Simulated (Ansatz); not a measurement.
TiO$_{2}$: single-point calculation

System: TiO$_{2}$ (I4₁/amd, 12 atoms in the cell).
Method: DFT r2SCAN+U, scalar-relativistic, plane waves, PAW, Ueff = 4 eV on Ti d, no spin polarisation (Ansatz 0.2.0).

The structure derives from a Materials Project entry. It belongs to a series of runs on one base structure; here: the relaxed cell repeated 2 times.

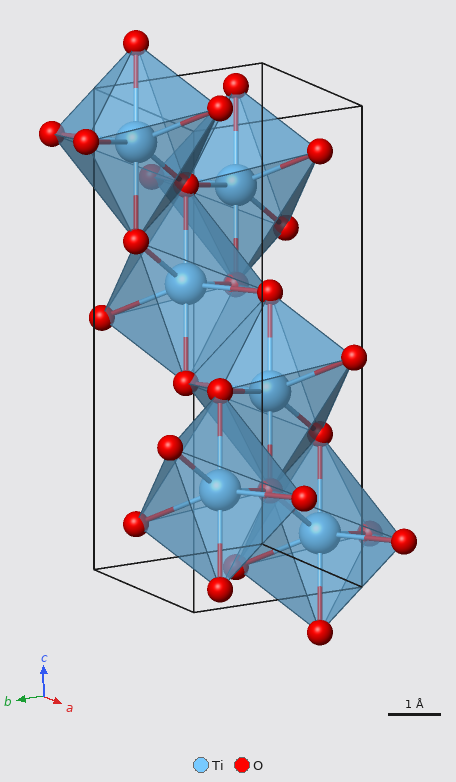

**Figure 1.** The structure as given in the input (polyhedral view of the cell of the calculation, seen at an oblique angle; polyhedra are completed across the faces of the cell). An atom can appear more than once, as a periodic image.

### Key numbers

| quantity | value |
| --- | --- |
| outcome | converged |
| space group (tolerance 0.01 Å) | I4₁/amd (141) |
| electrons treated | 96 |
| free energy | −14572.3620 eV |
| Fermi energy | 8.486 eV |
| gap on the k-point mesh | 3.16 eV |
| pressure | 0.00 GPa |
| largest force (length of the vector) | 0.002 eV/Å |
| hardware | 2 threads of Arm Neoverse V2, 24 GiB of memory available, shared host |
| wall time | 33 s (CPU time 65 s) |
| peak memory | 1.1 GiB |

The program warns: near-symmetries of the structure were not used.

### Input
```yaml
crystal:
  lattice:
    - [-2.6847585539, 2.6847645963, 0.0201584547]
    - [-2.6847585539, -2.6847645963, 0.0201584547]
    - [0.0724013517, 0.0, 9.6598868036]
  atoms:
    - { symbol: Ti, position: [5.1149e-06, 0.2499948851, 0.125] }
    - { symbol: Ti, position: [0.5000051149, 0.7499948851, 0.625] }
    - { symbol: Ti, position: [0.4999948851, 0.2500051149, 0.375] }
    - { symbol: Ti, position: [0.9999948851, 0.7500051149, 0.875] }
    - { symbol: O, position: [8.694e-07, 0.2500062927, 0.3311348886] }
    - { symbol: O, position: [0.5000008694, 0.7500062927, 0.8311348886] }
    - { symbol: O, position: [0.4999991306, 0.2499937073, 0.1688651114] }
    - { symbol: O, position: [0.9999991306, 0.7499937073, 0.6688651114] }
    - { symbol: O, position: [0.4999937073, 0.7499991306, 0.4188651114] }
    - { symbol: O, position: [0.9999937073, 0.2499991306, 0.9188651114] }
    - { symbol: O, position: [6.2927e-06, 0.7500008694, 0.0811348886] }
    - { symbol: O, position: [0.5000062927, 0.2500008694, 0.5811348886] }
basis:
  ecutwfc: 500
kpoints:
  mp_grid: { grid: [6, 6, 3] }
hamiltonian:
  xc: r2scan
  hubbard: { sites: [{ species: Ti, l: d, u_eff: 4.0 }] }
scf:
  occupations: { method: gaussian, width: 0.05 }
output:
  forces: true
  stress: true
  eigenvalues: true
  write_density: true
  write_potential: true
  elf: true
  volumetric_format: npy
```

Launch command:
```bash
ansatz run input.yaml --threads 2 --pin off --max-ram 5120MiB --backend cpu --events-out ev --progress --plain --runs-dir out
```

### The program's output
```
Warning: 24 symmetry operations that the atoms keep within the bar at which the run's group was sought (crystal.symmetry.tolerance 1.0e-5, or twice it) were not taken beside the 8 unitary ones that the detection took (of a slab, those that keep its plane). If the more symmetric cell is meant, write the vectors of crystal.lattice to more decimals, or, with the positions in fractional coordinates, give it by lengths and angles (which lays the cell in the standard orientation, to which the deck's other Cartesian keys then refer), with the lengths that are meant to be equal typed equal, the angles likewise, and each angle that the symmetry fixes typed at its exact value (of a frozen-density pass: in the run whose state it reads). The detection then takes those 24 too, where the atoms keep them as a group. The lattice (crystal.lattice as typed, or as saved on a frozen-density pass laid at its state's geometry) misses each of them by more than the tolerance, the farthest off changing a squared length by the fraction 5.5e-5. The run does not impose them: its cell is that one, or, where this deck is also told that its lattice was moved onto its group, that cell laid onto the operations that were taken. If the cell is strained on purpose, what lies past the tolerance is rightly left out.
Ti: projections on atomic orbitals take those of the free atom [Ne] 3s2 3p6 3d2 4s2, of charge +0.00 (hamiltonian.pseudopotentials.projection_atoms); the dataset's partial waves leave at most 4.1e-7 of an orbital's norm unspanned inside its sphere
O: projections on atomic orbitals take those of the free atom [He] 2s2 2p4, of charge +0.00 (hamiltonian.pseudopotentials.projection_atoms); the dataset's partial waves leave at most 1.9e-8 of an orbital's norm unspanned inside its sphere
Engine: ansatz 0.2.0, aarch64-unknown-linux-gnu
Pseudopotentials: kind: paw
Pseudopotential: Ti, paw, valence charge 12, recommended cutoff 500 eV (meta_gga), Ti.paw.azcp
Pseudopotential: O, paw, valence charge 6, recommended cutoff 500 eV (meta_gga), O.paw.azcp
Functional definition: r2SCAN
  parameter k0 = 0.174
  parameter k1 = 0.065
  parameter a1 = 4.9479
  exchange = r2scan_x(k0 = k0, k1 = k1, a1 = a1)
  correlation = r2scan_c
Crystal: 12 atoms, lattice volume = 139.264 Å³
Basis set: ecut = 500 eV, 3539 PW (Γ), exchange–correlation on 120×120×288 points (64 copies of the dense FFT grid, shifted against one another)
Bands: 60, of which v1, the nominal top of the filled ones, is band 48 counted from 1 (47 counted from 0)
Symmetry: 8 space group operations
Space group: C2/c (ITA 15), of the structure as read, at distance tolerance 5.2e-5 Å
k-points: 34 of 108
Non-local potential: Ti, projectors of the file, l = 0: 3, l = 1: 2, l = 2: 3, l = 3: 1
Non-local potential: O, projectors of the file, l = 0: 2, l = 1: 2, l = 2: 1
PAW form: soft (Blöchl's): semilocal exchange-correlation on the pseudo side does not see the compensation charge
PAW frozen core: Ti, regenerated for the run's functional (the file was generated under x = pbe(κ = 0.804, μ = 0.2195149727645171), c = pbe(β = 0.06672455060314922))
PAW frozen core: O, regenerated for the run's functional (the file was generated under x = pbe(κ = 0.804, μ = 0.2195149727645171), c = pbe(β = 0.06672455060314922))
PAW one-centre angular grid: Ti, 590 points (default); XC on 160 Gauss nodes
PAW one-centre angular grid: O, 302 points (default); XC on 160 Gauss nodes
Initial density: superposition of atomic densities (chi_scale 0.1, normalization cell, long waves of neutral atoms under a Hubbard term (reshape's long-wave potential 0.00 eV rms, cloud 2.26 Å wide))
Initial wavefunctions: pseudopotential atomic-orbital guess
Functional: x = r2scan, c = r2scan; τ floored in thin density (d = 2e-4 eV/Å³)
SCF iter   1: F=—  HF=-14574.056667 eV  |F-HF|=—  |Δ(HF+E_count)|=         —  Δρ=1.04e-1  dr2=1.63e1  dr2_τ=2.23e0  ethr=3.10e-3  ⟨swp⟩=5.0  Hψ=7616  notcnv=0
preconditioner: auto → Resta (q_TF=auto, 2.564 Å⁻¹)  ε∞=5.7  [insulator: Δε(μ)=4.355 eV  Ē_g=11.671 eV  σ=0.050 eV  W_gap=1.00  n_scr=46 (ndim 8)  ℏωp=25.2 eV  f_vac=0.000  D(μ)=0.00/eV (n_scr^D=0)  ε∞_Penn≈5.7]
SCF iter   2: F=—  HF=-14572.003341 eV  |F-HF|=—  |Δ(HF+E_count)|=    2.05e0  Δρ=4.94e-2  dr2=1.89e0  dr2_τ=8.13e-1  ethr=3.10e-3  ⟨swp⟩=3.0  Hψ=4296  notcnv=0  defer=176
SCF iter   3: F=—  HF=-14572.220541 eV  |F-HF|=—  |Δ(HF+E_count)|=   2.17e-1  Δρ=2.48e-2  dr2=6.86e-1  dr2_τ=3.72e-2  ethr=1.97e-3  ⟨swp⟩=2.4  Hψ=2894  notcnv=0  defer=176
SCF iter   4: F=—  HF=-14572.357792 eV  |F-HF|=—  |Δ(HF+E_count)|=   1.37e-1  Δρ=8.08e-3  dr2=9.43e-2  dr2_τ=5.42e-3  ethr=7.15e-4  ⟨swp⟩=2.2  Hψ=2909  notcnv=0  defer=176
SCF iter   5: F=—  HF=-14572.361361 eV  |F-HF|=—  |Δ(HF+E_count)|=   3.57e-3  Δρ=1.79e-3  dr2=6.56e-3  dr2_τ=2.47e-4  ethr=9.83e-5  ⟨swp⟩=2.1  Hψ=3132  notcnv=0  defer=176
SCF iter   6: F=—  HF=-14572.362000 eV  |F-HF|=—  |Δ(HF+E_count)|=   6.39e-4  Δρ=6.75e-4  dr2=6.66e-4  dr2_τ=4.26e-5  ethr=6.83e-6  ⟨swp⟩=2.0  Hψ=2928  notcnv=0  defer=176
SCF iter   7: F=—  HF=-14572.361949 eV  |F-HF|=—  |Δ(HF+E_count)|=   5.19e-5  Δρ=6.03e-5  dr2=6.33e-6  dr2_τ=3.23e-7  ethr=6.94e-7  ⟨swp⟩=2.1  Hψ=2660  notcnv=0  defer=176
SCF iter   8: F=—  HF=-14572.361952 eV  |F-HF|=—  |Δ(HF+E_count)|=   3.22e-6  Δρ=3.56e-5  dr2=1.96e-6  dr2_τ=1.26e-7  ethr=6.59e-9  ⟨swp⟩=2.1  Hψ=3529  notcnv=0  defer=176
SCF iter   9: F=-14572.361952 eV  HF=-14572.361952 eV  |F-HF|=3.83e-8  |Δ(HF+E_count)|=   1.54e-7  Δρ=6.78e-6  dr2=6.67e-8  dr2_τ=6.18e-9  ethr=1.04e-10  ⟨swp⟩=13.9  Hψ=15293  notcnv=0
SCF 1 converged in 9 iterations: F = -14572.361952 eV  dr2 = 6.67e-8
  greatest PAW one-centre occupation: 1.000 electrons in one spin orbital (limit 2), on the Ti atom at site 3 (counted from 0), in its partial waves of l = 0
```

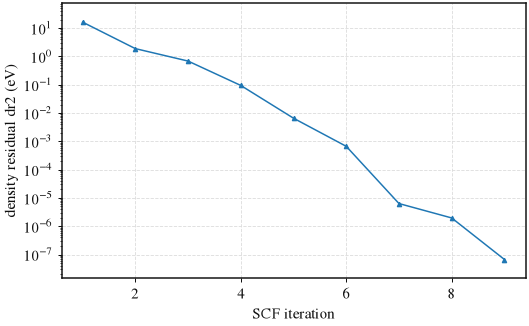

**Figure 2.** Convergence of the self-consistent field: density residual dr2 against the SCF iteration. The residual falls at every step.

```
SCF converged after 9 iterations
Free energy (F): -14572.361952 eV
Harris-Foulkes:  -14572.361952 eV  (|F-HF|=3.83e-8)
Internal energy: -14572.361952 eV  (E = F + TS)
E sigma→0 (E₀):  -14572.361952 eV
Fermi energy:    8.486329 eV
--- Per-component energies (eV) ---
  E_band       = -1040.849373
  E_kinetic    = 2500.345959
  E_local      = -7193.757010  (includes V_loc(G=0)·N_el)
  E_nonlocal   = 378.112253
  E_hartree    = 2776.235476
  E_xc         = -966.305141
  E_vxc        = -1387.584923  (∫ρ·V_xc dr)
  E_hubbard    = 12.492100  (on-site DFT+U / exact-exchange correction)
  E_vhub       = 8.867475  (the Hubbard potential's part of the band-sum identity)
  E_paw        = -5491.856763  (= ΣΔE_a)
  E_vpaw       = -991.010758  (= ΣTr[D̂ρ^β])
  E_aug_tail   = 0.009175  (compensation charges beyond the density's cutoff)
  E_vtau       = 91.690645  (kinetic-family band-sum trace: ∫τ·v_τ [+ j·A + Jᵃ·Aᵃ] dr)
  E_ewald      = -6586.368645
  E_core_change = -1.269356  (= ΣΔE_core)
  E_smearing   = -0.000000  (= −TS)
  E_closure    = -0.000000  (closes the sum)
  Σ components = -14572.361952   (vs F -14572.361952, Δ=0.00e0)
--- Forces (eV/Å), atoms counted from 1 ---
  atom   1  Ti     0.00000000    -0.00011261     0.00000000
  atom   2  Ti     0.00000000    -0.00011261     0.00000000
  atom   3  Ti    -0.00000000     0.00011261    -0.00000000
  atom   4  Ti    -0.00000000     0.00011261    -0.00000000
  atom   5  O      0.00025588    -0.00016000     0.00183089
  atom   6  O      0.00025588    -0.00016000     0.00183089
  atom   7  O     -0.00025588     0.00016000    -0.00183089
  atom   8  O     -0.00025588     0.00016000    -0.00183089
  atom   9  O     -0.00025588    -0.00016000    -0.00183089
  atom  10  O     -0.00025588    -0.00016000    -0.00183089
  atom  11  O      0.00025588     0.00016000     0.00183089
  atom  12  O      0.00025588     0.00016000     0.00183089
  max |Σ_I F_I| component: 2.93e-18 eV/Å
--- Stress (GPa, compression-positive) ---
       -0.001405       0.000000       0.000913
        0.000000       0.001793      -0.000000
        0.000911      -0.000000       0.013541
  P = ⅓ Tr σ = 0.0046 GPa (0.046 kbar)
--- Band table (eV; the first three rows and the last of 34) ---
  k-point 0: bands = ["-52.7160", "-52.6899", "-52.6899", "-52.6631", "-28.0247", "-27.8551", "-27.8551", "-27.8299", "-27.8299", "-27.8099", "-27.8099", "-27.7493", "-27.7493", "-27.7302", "-27.7302", "-27.6783", "-11.7219", "-11.1395", "-11.1395", "-10.5503", "-10.5256", "-10.3392", "-10.3392", "-10.1014", "2.9508", "3.1322", "3.1322", "3.1795", "3.1795", "3.1795", "3.1795", "3.3987", "4.8077", "4.9139", "4.9141", "5.0057", "5.0057", "5.5025", "5.5025", "5.6667", "5.6667", "6.1079", "6.1848", "6.1849", "6.5150", "6.5152", "6.8347", "6.8347", "10.0644", "10.3730", "10.3730", "10.7001", "11.6028", "11.6028", "11.7556", "11.7557", "11.8020", "11.8020", "11.9689", "11.9689"]
  k-point 1: bands = ["-52.7126", "-52.7032", "-52.6764", "-52.6666", "-28.0024", "-27.9408", "-27.8257", "-27.8257", "-27.8159", "-27.8159", "-27.7676", "-27.7435", "-27.7435", "-27.7342", "-27.7342", "-27.7024", "-11.6441", "-11.4309", "-10.8490", "-10.6367", "-10.4953", "-10.4335", "-10.2292", "-10.1375", "3.0289", "3.1438", "3.1439", "3.1600", "3.1672", "3.1675", "3.1675", "3.2812", "4.9310", "4.9312", "4.9754", "4.9755", "5.0309", "5.3564", "5.6480", "5.7730", "5.7730", "5.9392", "6.0104", "6.0105", "6.6463", "6.6464", "6.7860", "6.7861", "10.1047", "10.2165", "10.5340", "10.6551", "11.6161", "11.6161", "11.6703", "11.6703", "11.8633", "11.9047", "11.9047", "11.9638"]
  k-point 2: bands = ["-52.7134", "-52.6906", "-52.6874", "-52.6646", "-28.0232", "-27.9013", "-27.8680", "-27.8370", "-27.8278", "-27.8106", "-27.8076", "-27.7631", "-27.7474", "-27.7308", "-27.7285", "-27.6753", "-11.5981", "-11.1139", "-10.9726", "-10.4877", "-10.4763", "-10.3339", "-10.2710", "-10.0775", "2.6913", "2.7269", "2.9477", "3.1545", "3.2036", "3.2416", "3.3134", "3.4499", "4.6115", "4.7225", "4.9125", "4.9234", "4.9543", "5.1411", "5.5390", "5.6354", "5.6716", "6.0721", "6.1093", "6.1445", "6.1608", "6.5051", "6.5184", "6.5525", "10.4946", "10.5089", "10.7764", "10.8038", "11.1138", "11.1390", "11.3283", "11.4036", "11.5782", "11.7219", "11.8940", "12.0821"]
  k-point 33: bands = ["-52.6846", "-52.6846", "-52.6846", "-52.6846", "-27.9872", "-27.9872", "-27.9872", "-27.9872", "-27.8541", "-27.8541", "-27.8541", "-27.8541", "-27.7089", "-27.7089", "-27.7089", "-27.7089", "-10.3342", "-10.3342", "-10.3342", "-10.3342", "-10.0469", "-10.0469", "-10.0469", "-10.0469", "2.5932", "2.5932", "2.5932", "2.5932", "2.7107", "2.7107", "2.7107", "2.7107", "3.3616", "3.3616", "3.3616", "3.3617", "4.0754", "4.0754", "4.0755", "4.0756", "5.3156", "5.3157", "5.3157", "5.3157", "6.7958", "6.7958", "6.7959", "6.7959", "11.1717", "11.1718", "11.1718", "11.1718", "11.3673", "11.3674", "11.3674", "11.3675", "12.3040", "12.3040", "12.3040", "12.3040"]
Occupation matrices written to [file]
```

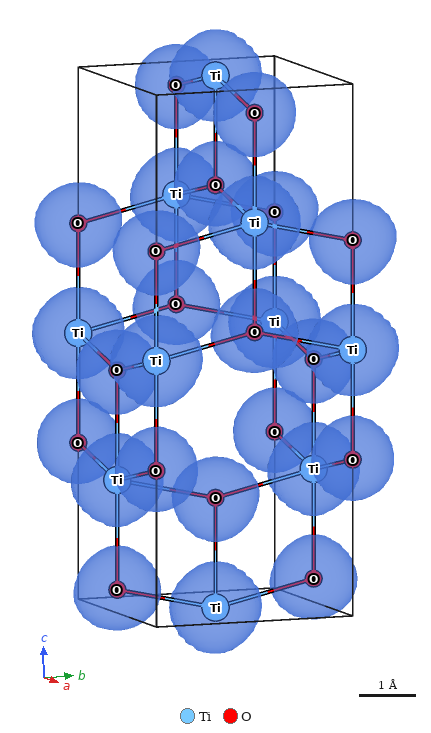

**Figure 3.** Isosurface of the valence charge density (pseudo) at 1 e/Å³ (blue), seen slightly off an axis. Sticks mark near contacts. The outline is the cell set on symmetry axes. At this value the density breaks into separate islands; it holds about 70 % of the electrons treated as valence (semicore included). It is pinched off along the Ti–O (1.95 Å) and Ti–O (1.99 Å) contacts. On the grid the lowest density along these lines, outside the cores, is 0.72 e/Å³ (Ti–O, 1.95 Å) and 0.66 e/Å³ (Ti–O, 1.99 Å). The fields are those of the smooth PAW valence density.

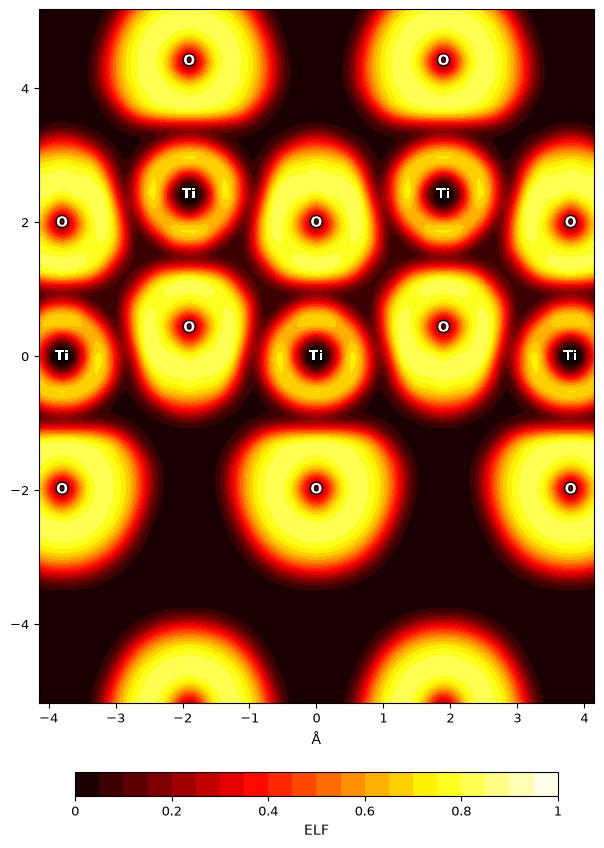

**Figure 4.** ELF on the (010) plane of the conventional cell. Ti–O (1.95 Å): the ELF is about 0.20 at the midpoint. Ti–O (1.99 Å): the ELF is about 0.20 at the midpoint. The strong features right at Ti lie inside the PAW spheres (semicore, d or f shells) and say nothing about bonding.

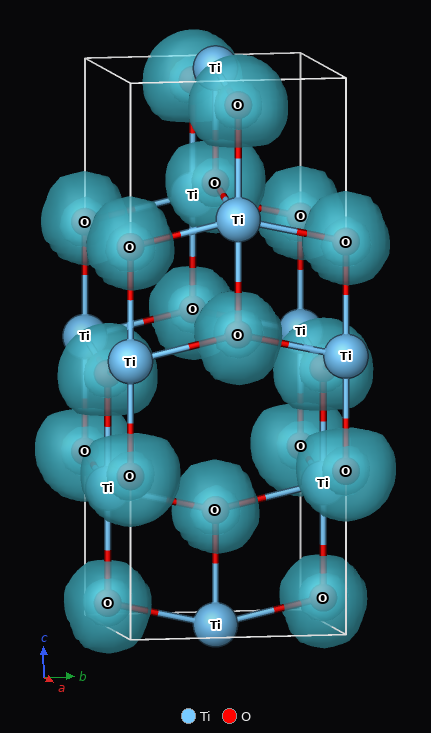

**Figure 5.** Isosurface of the ELF at 0.75 (cyan), seen at an oblique angle. Only the valence region is drawn (cores and ρ < 0.01 e/Å³ removed). Sticks mark near contacts. The outline is the cell set on symmetry axes. Profiles from the grid: Ti–O (1.95 Å): the ELF is about 0.20 at the midpoint. Ti–O (1.99 Å): the ELF is about 0.20 at the midpoint.
